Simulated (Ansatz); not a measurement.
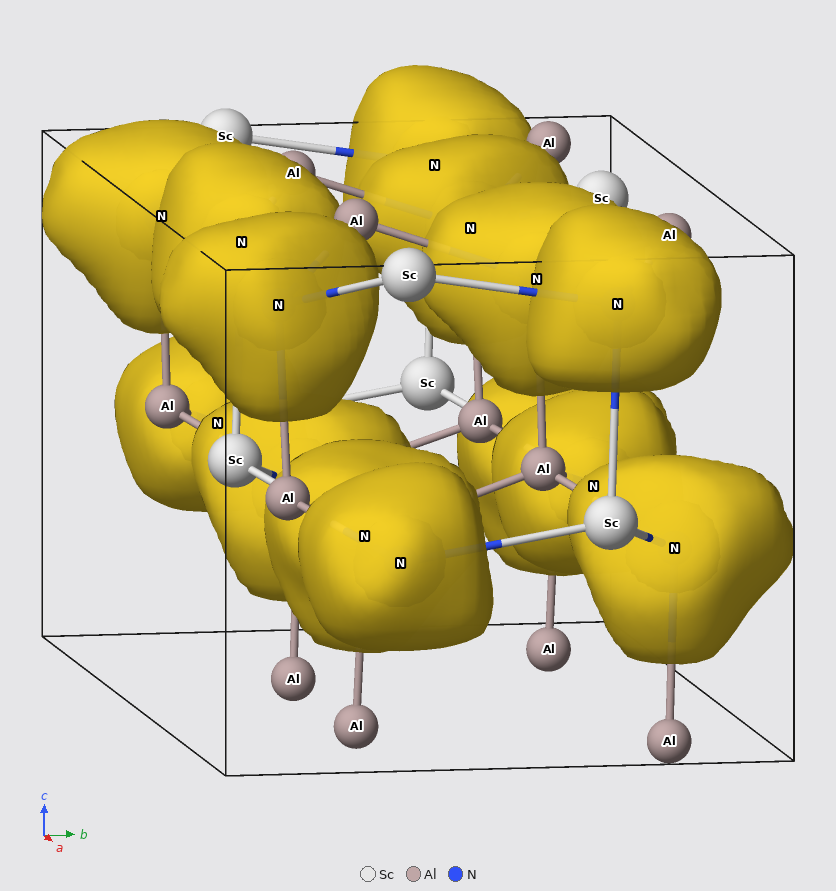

Figure 1: ScAl2N3. Isosurface of the electron localisation function at 0.7 (yellow), seen slightly off an axis. Only the valence region is drawn (cores and ρ < 0.01 e/Å³ removed). Sticks mark near contacts.

Space group Cmc2₁; a structure generated by program, which may or may not match a known phase.

Theory: DFT PBE, scalar-relativistic, plane waves, PAW in Ansatz 0.2.0.

**What do the ELF domains correspond to?**

The surface consists of twelve regions on N in which the atom's valence shell and bonds are merged, counted in one cell of 24 atoms. Any copies at cell faces, edges or corners count once. Along the contacts the grid gives the following. Al–N (1.90 Å): the ELF peaks at about 0.90 in the valence shell of N, 0.8 Å from its nucleus, and is about 0.85 at the midpoint. Sc–N (2.10 Å): the ELF peaks at about 0.85 in the valence shell of N, 0.7 Å from its nucleus, and is about 0.25 at the midpoint; no shared electron pair shows on this line.
